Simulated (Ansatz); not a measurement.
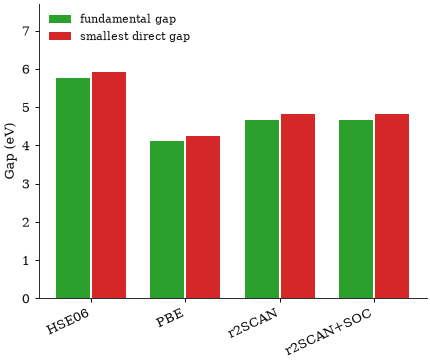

Gaps of ZrO₂, space group P4_2/nmc (No. 137), 6 atoms in the cell, hydrostatic strain −2.0%, at several levels of theory on one cell (Ansatz, plane waves and PAW; edges over the mesh and the special points).

Q: How does the gap depend on the level, and does its kind change?

A: In rising order: PBE 4.10 eV, r2SCAN 4.66 eV, r2SCAN+SOC 4.66 eV and HSE06 5.76 eV. It is indirect at every level.
